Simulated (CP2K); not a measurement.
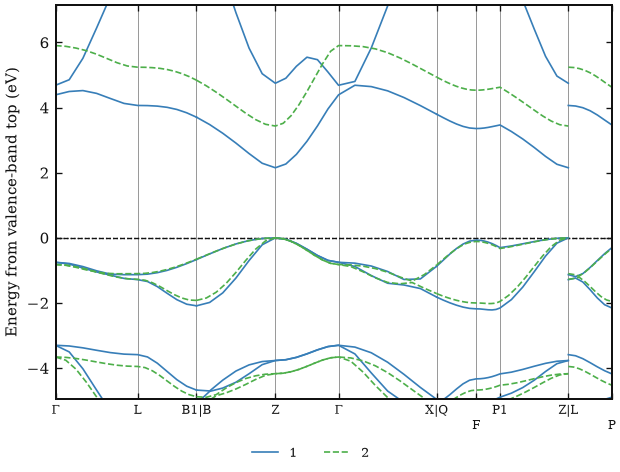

Band structures of MgO₂, space group R-3m (No. 166), 3 atoms in the primitive cell (a = 3.210 Å, c = 10.482 Å (hexagonal axes)), by two methods on the same cell. Each is counted from its own valence-band top.

Question: Which curve is which? The methods: LDA, TASK.

Answer: 1 is LDA; 2 is TASK. LDA gives a gap of 2.15 eV along the path and TASK gives a gap of 3.43 eV along the path.

Settings. LDA: GTH_POTENTIALS Mg GTH-PADE-q10, O GTH-PADE-q6; TZVP-MOLOPT-PBE-GTH basis, no spin polarisation, no spin-orbit coupling, 10×10×10 k mesh, Fermi-Dirac smearing of 0.05 eV (CP2K). TASK: POTENTIAL_UZH Mg GTH-SCAN-q10, O GTH-SCAN-q6; TZVP-MOLOPT-SCAN-GTH basis, no spin polarisation, no spin-orbit coupling, 10×10×10 k mesh, Fermi-Dirac smearing of 0.05 eV (CP2K).

In reduced coordinates of the cell that was run, L is (0.5, 0, 0), B1 is (0.5, 0.214, −0.214), B is (0.786, 0.5, 0.214), Z is (0.5, 0.5, 0.5), X is (0.357, 0, −0.357), Q is (0.643, 0.357, 0), F is (0.5, 0.5, 0), P1 is (0.643, 0.643, 0.214) and P is (0.786, 0.357, 0.357). Bands are joined in order of energy. The cell is at 10 GPa in TASK and −7 GPa in LDA. The basis of atomic orbitals isn't converged, which shifts gaps and empty levels. The cell comes from a database of computed structures, and whether it is the stable form of this composition wasn't checked. TASK: the potentials were made for another functional. LDA, GGA and most meta-GGA functionals understate gaps.
